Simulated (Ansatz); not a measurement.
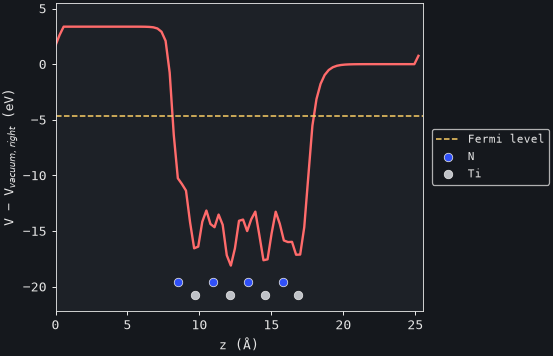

Plane-averaged electrostatic potential energy of an electron across the slab; circles at the bottom mark the heights of the atoms (positions after relaxation).

The material is a (111) slab cut from TiN (Fm-3m), ended by Ti above and N below, 8 atoms in the cell.

Ansatz 0.2.0; DFT PBEsol, scalar-relativistic, plane waves, PAW, no spin polarisation, 12×12×1 k mesh, 420 eV cutoff.

**What is the work function?**

The work function is 4.65 eV at the right face and 8.02 eV at the left.

**Do the two faces differ, and what does that say about the slab's dipole?**

The vacuum level is 3.37 eV higher at the left than at the right, so the slab carries a dipole along its normal; the ramp in the vacuum, at or near the edge of the plot, is the dipole correction that keeps each side flat. Some atoms were held fixed in the relaxation, which can itself make the faces differ.

**How thick are slab and vacuum?**

The outermost atoms are 8.4 Å apart, which leaves 17.1 Å of vacuum in a cell 25.5 Å high.
